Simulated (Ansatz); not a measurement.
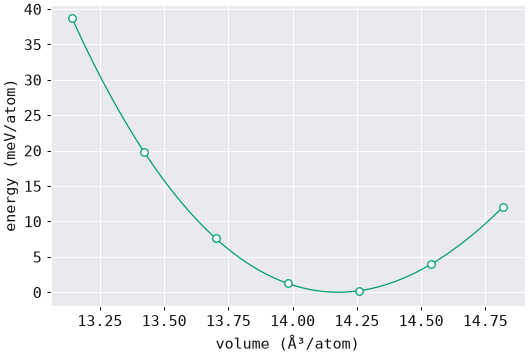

The picture above shows the energy against volume for TiSi₂, space group Fddd (No. 70).

Cell as given: a = 5.927 Å, b = 4.887 Å, c = 4.761 Å, α = 75.79°, β = 53.07°, γ = 51.14°; 6 atoms.

Method: all-electron LAPW DFT, no spin polarisation; energies at scaled volumes of the given cell, shape and fractions fixed, counted from the fit's minimum, third-order Birch-Murnaghan fit (Ansatz 0.2.0). Level: PBE.

```json
{"setting": "k mesh", "value": "7×7×7"}
{"setting": "occupations", "value": "Fermi–Dirac"}
{"setting": "smearing width", "value": "0.05 eV"}
{"setting": "potentials", "value": "all electron LAPW, scalar relativistic"}
{"setting": "program settings", "value": "basis error eV/atom 0.001"}
```

What equilibrium volume and bulk modulus follow from the curve?

Answer. A third-order Birch–Murnaghan fit gives V0 = 14.18 Å³/atom, B0 = 144 GPa and B′ = 4.3.

Keep in mind: shape and atomic fractions are frozen while scaling, which makes layered, chain and framework solids too stiff.
